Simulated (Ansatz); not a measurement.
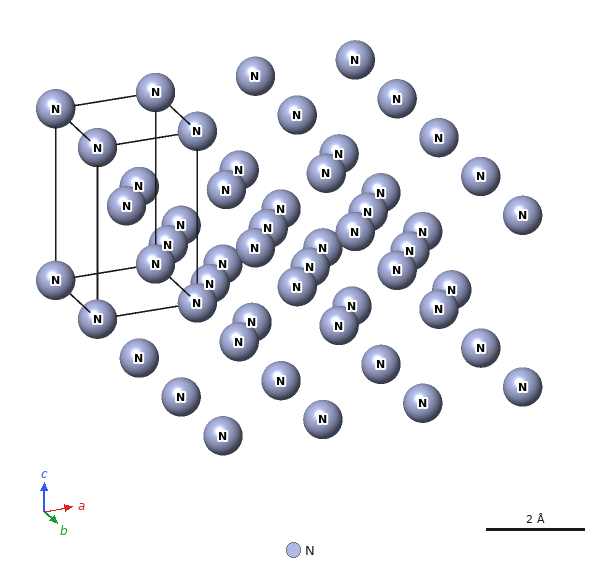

The starting point is a symmetric starting cell of N (made from another compound by putting N in place of Sb). A ball-and-stick model of the conventional cell (2 times the calculation's cell), repeated 3 × 4 × 1 with one cell outlined, seen from a free direction. Lengths and directions refer to the drawn axes.

The calculation used DFT PBE, scalar-relativistic, plane waves, PAW (Ansatz 0.2.0). (plane-wave cutoff 420 eV; k-point mesh 24 × 24 × 24; occupations gaussian; smearing width 0.1 eV; no spin polarisation)

The variant: All lengths are scaled by +4.6 % (volume +14.6 %), the atoms keeping their fractional coordinates. No relaxation follows. The starting cell wasn't computed here and needn't be at equilibrium, so pressure and forces aren't due to the change alone.

### What is the effect?

The space group stays I4/mmm (No. 139). The pressure is −31.1 GPa (not all of it need come from the change, since the unchanged cell can be under pressure at this level too). The principal stresses (compression positive) are −16.7 GPa along c and −38.3 GPa across it. All forces vanish by symmetry.

Drawn alike, the variant:

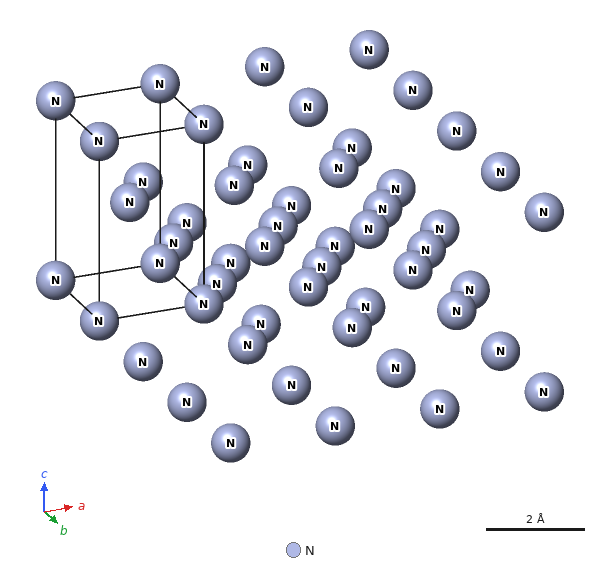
